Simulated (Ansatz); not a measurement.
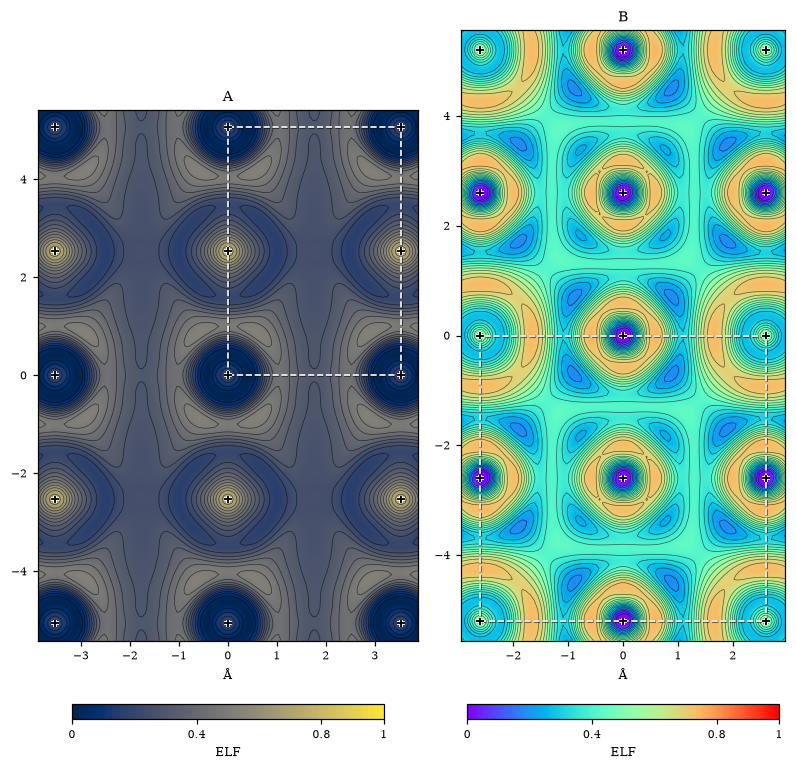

The ELF of 2 systems, each on a plane through atoms (crosses mark nuclei in the plane).

Theory: DFT PBE, scalar-relativistic, plane waves, PAW (Ansatz 0.2.0).

System 1: SiW$_{3}$, the (010) plane of the conventional cell. Space group Im-3m; a structure from a database of computed crystals, not necessarily the ambient phase.

```
Si W
1.0
     5.20753    0.00000    0.00000
     0.00000    5.20753    0.00000
     0.00000    0.00000    5.20753
Si W
2 6
Direct
  0.00000 0.00000 0.00000
  0.50000 0.50000 0.50000
  0.00000 0.00000 0.50000
  0.50000 0.50000 0.00000
  0.00000 0.50000 0.00000
  0.50000 0.00000 0.50000
  0.50000 0.00000 0.00000
  0.00000 0.50000 0.50000
```

System 2: AlNi$_{3}$, the (11̄0) plane of the conventional cell. Space group P4/mmm; a structure from a database of computed crystals, not necessarily the ambient phase; changed on purpose from its base cell (uniaxial strain along a, b, c and atoms relaxed: -1.0 %); spin-polarised.

**Which map belongs to which system?**

Panel A is system 2, AlNi$_{3}$: the plane holds Al and Ni. Al–Ni (2.53 Å): the ELF is about 0.40 at the midpoint. Panel B is system 1, SiW$_{3}$: the plane holds Si and W. Si–W (2.60 Å): the ELF peaks at about 0.75 in the valence shell of Si, 0.9 Å from its nucleus, and is about 0.45 at the midpoint.
